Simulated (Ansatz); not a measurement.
N

```yaml
crystal:
  lattice:
    - [3.57457, 0.00000, 0.00000]
    - [-1.78728, 3.09567, 0.00000]
    - [0.00000, 0.00000, 5.71330]
  atoms:
    - { symbol: N, position: [0.33333, 0.66667, 0.25000] }
    - { symbol: N, position: [0.66667, 0.33333, 0.75000] }
```

Space group P6₃/mmc; changed on purpose from its base cell (strain -0.015 along x and y, -0.030 along z, atoms carried along); spin-polarised.

Method: DFT LDA, scalar-relativistic, plane waves, PAW (Ansatz 0.2.0).

The density is the valence pseudo-density of a PAW calculation; it isn't the true density close to the nuclei.

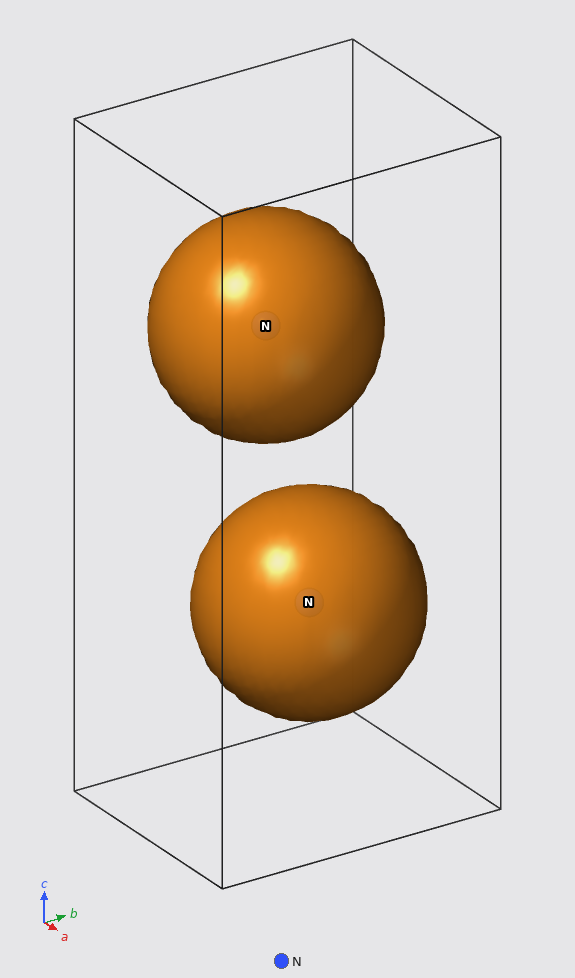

Figure 1. Isosurfaces of the spin density at +0.15 (orange) and −0.15 e/Å³ (purple), seen slightly off an axis.

Where is the spin, and how is it ordered?

Answer. The spin density sits on N: +2.9 μB (×2) in one cell of 2 atoms: parallel moments (a ferromagnetic arrangement) in this solution. The cell of the calculation (2 atoms) carries 6.0 μB of net spin moment. Only one sign reaches the isovalue.

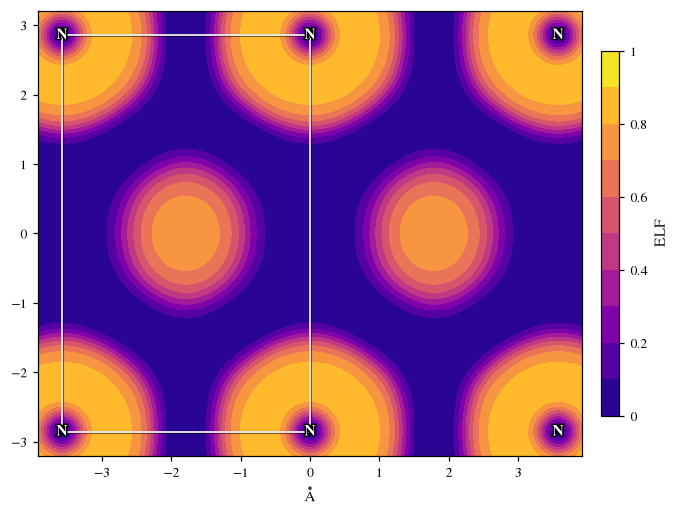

Figure 2. ELF on the (010) plane of the conventional cell.

Describe what can be read from this map.

Answer.
- Atoms in the plane: N.
- N–N (3.57 Å): the ELF is about 0 at the midpoint; no shared electron pair shows on this line.

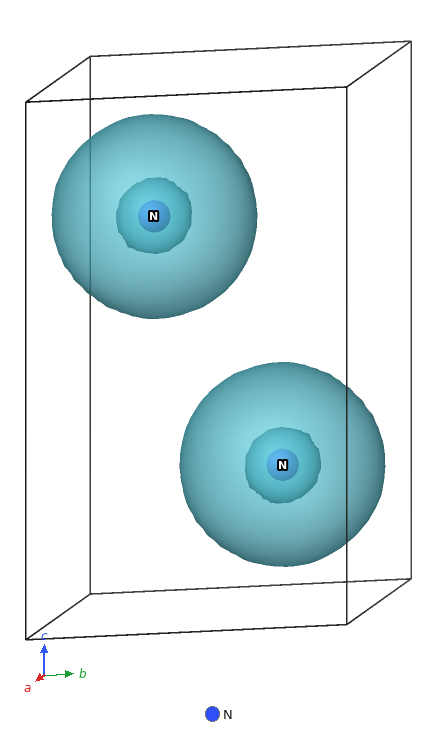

Figure 3. Isosurface of the electron localisation function at 0.75 (cyan), seen slightly off an axis. Core shells and regions of very low density are left out.

What do the ELF domains correspond to?

Answer. The surface consists of two regions wrapped around N (the valence shell of each), counted in one cell of 2 atoms. Regions shared between cells count once. Profiles from the grid: N–N (3.52 Å): the ELF is about 0 at the midpoint; no shared electron pair shows on this line.

Metal or insulator at this level of theory?

Answer. It is gapped, with a Kohn–Sham gap of 2.1 eV on the k-point mesh (the band edges may lie off the mesh, which would make the gap smaller).
